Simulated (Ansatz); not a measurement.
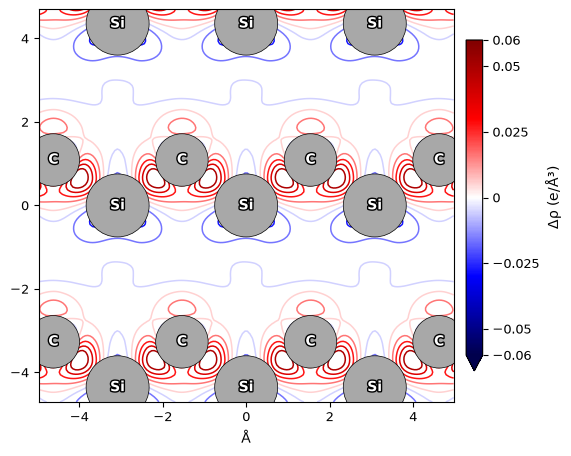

SiC. Difference of the valence pseudo-densities of two functionals at the same geometry, on the (101̄) plane of the calculation cell: HF less PBE0.

Both computed with Ansatz (plane waves, PAW), on the same k-point mesh. Grey discs cover the atomic cores.

```cif
data_structure
_symmetry_space_group_name_H-M 'P 1'
_symmetry_Int_Tables_number 1
_cell_length_a 3.0802
_cell_length_b 3.0802
_cell_length_c 3.0802
_cell_angle_alpha 60.000
_cell_angle_beta 60.000
_cell_angle_gamma 60.000
_cell_volume 20.66
loop_
_atom_site_label
_atom_site_type_symbol
_atom_site_fract_x
_atom_site_fract_y
_atom_site_fract_z
_atom_site_occupancy
Si1 Si 0.00000 0.00000 0.00000 1
C1 C 0.25000 0.25000 0.25000 1
```

Question: What does the difference map show?

Answer: Against PBE0, HF gives more density around C (+0.028 e/Å³ on average at 0.8 Å from the nucleus), less density in the space between the atoms (−0.006 e/Å³ on average) and a change of +0.052 e/Å³ at the midpoint of Si–C.
